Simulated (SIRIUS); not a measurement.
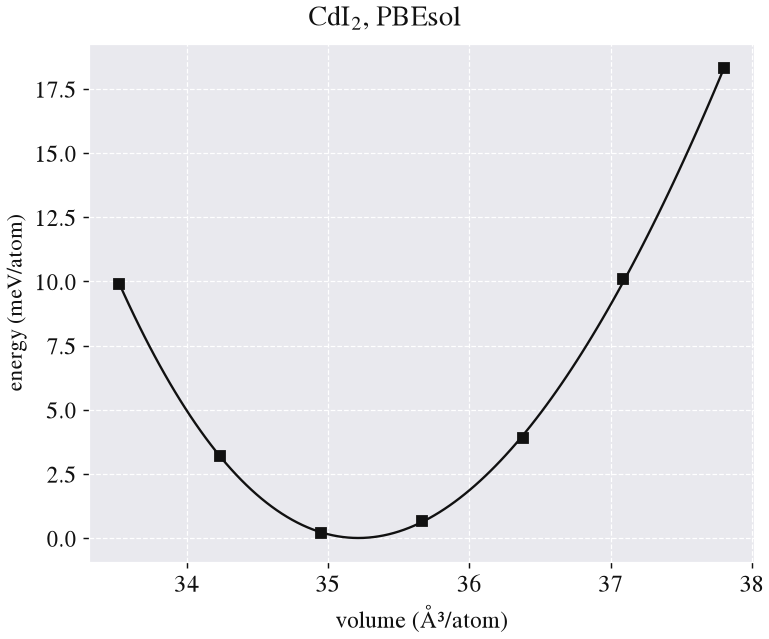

The figure shows the energy against volume for CdI₂, space group P-3m1 (No. 164).

The given structure:
```cif
data_structure
_symmetry_space_group_name_H-M 'P 1'
_symmetry_Int_Tables_number 1
_cell_length_a 4.2440
_cell_length_b 4.2440
_cell_length_c 6.8590
_cell_angle_alpha 90.000
_cell_angle_beta 90.000
_cell_angle_gamma 120.000
_cell_volume 106.99
loop_
_atom_site_label
_atom_site_type_symbol
_atom_site_fract_x
_atom_site_fract_y
_atom_site_fract_z
_atom_site_occupancy
I1 I 0.66667 0.33333 0.75080 1
I2 I 0.33333 0.66667 0.24920 1
Cd1 Cd 0.00000 0.00000 0.00000 1
```

Calculation (SIRIUS 7.12.0): all-electron LAPW DFT, no spin polarisation; energies at scaled volumes of the given cell, shape and fractions fixed, counted from the fit's minimum, third-order Birch-Murnaghan fit. Level: PBEsol.

k mesh 7×7×4; occupations Fermi–Dirac; smearing width 0.05 eV; potentials all electron FP LAPW; program settings basis apw+lo standard, gk cutoff 3.31 1/bohr, pw cutoff 20 1/bohr.

This calculation gives: equilibrium volume 35.22 Å³/atom and bulk modulus 35.5 GPa.

Now Cd is replaced by Mg on all its sites, which gives MgI₂ in the same structure. The second calculation uses k mesh 8×8×4. What happens?

The equilibrium volume falls from 35.22 to 33.12 Å³/atom (−6.0 %) and the bulk modulus falls from 35.5 to 31.6 GPa (−11 %).

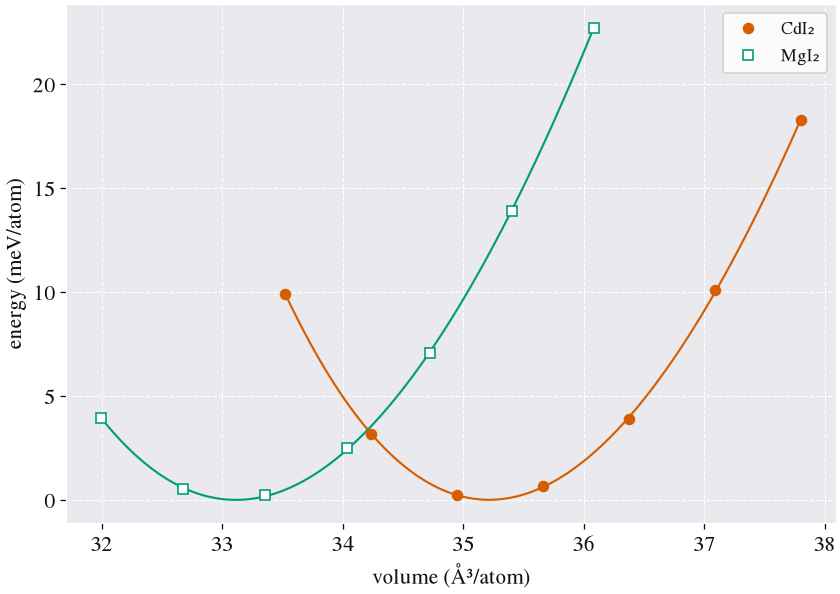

The two results together.

For both, limits of the calculation: shape and atomic fractions are frozen while scaling, which makes layered, chain and framework solids too stiff.

V0 and the bulk modulus come from third-order Birch–Murnaghan fits.
